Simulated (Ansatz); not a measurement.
```yaml
crystal:
  lattice:
    - [4.87996, 0.00000, 0.00000]
    - [-2.43998, 4.22617, 0.00000]
    - [0.00000, 0.00000, 29.33260]
  atoms:
    - { symbol: Rb, position: [0.00000, 0.00000, 0.71264] }
    - { symbol: Br, position: [0.66667, 0.33333, 0.78504] }
    - { symbol: Rb, position: [0.33333, 0.66667, 0.85745] }
    - { symbol: Br, position: [0.66667, 0.33333, 0.92969] }
    - { symbol: Rb, position: [0.00000, 0.00000, 0.00000] }
    - { symbol: Br, position: [0.33333, 0.66667, 0.07031] }
    - { symbol: Rb, position: [0.66667, 0.33333, 0.14255] }
    - { symbol: Br, position: [0.33333, 0.66667, 0.21496] }
    - { symbol: Rb, position: [0.00000, 0.00000, 0.28736] }
    - { symbol: Br, position: [0.33333, 0.66667, 0.35959] }
    - { symbol: Rb, position: [0.66667, 0.33333, 0.42988] }
    - { symbol: Br, position: [0.00000, 0.00000, 0.50000] }
    - { symbol: Rb, position: [0.33333, 0.66667, 0.57012] }
    - { symbol: Br, position: [0.66667, 0.33333, 0.64041] }
```

Space group P-3m1; a generated structure, not necessarily the stable one.

Theory: DFT PBE, scalar-relativistic, plane waves, PAW in Ansatz 0.2.0.

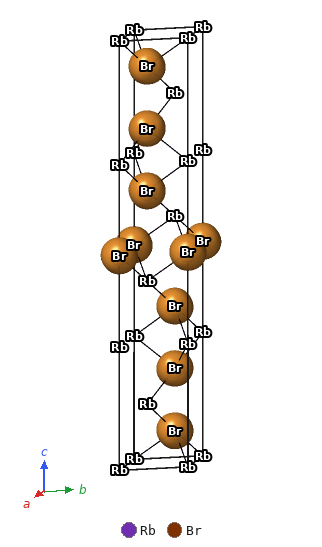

RbBr. Isosurface of the ELF at 0.8 (orange), seen slightly off an axis. Only the valence region is drawn (cores and ρ < 0.01 e/Å³ removed). Sticks mark near contacts.

In a PAW calculation such maps are meaningful between the atoms, not at the nuclei.

What do the ELF domains correspond to?

Answer. The ELF exceeds this value in seven regions wrapped around Br (the valence shell of each), counted in one cell of 14 atoms. Regions shared between cells count once. Along the contacts the grid gives the following. Rb–Br (3.49 Å): the ELF is about 0.05 at the midpoint; an ionic contact with no shared pair. Rb–Br (3.53 Å): the ELF is about 0.05 at the midpoint (a largely ionic contact).

Does the calculation give a band gap?

Answer. It is gapped, with a Kohn–Sham gap of 4.0 eV on the k-point mesh (the band edges may lie off the mesh, which would make the gap smaller).
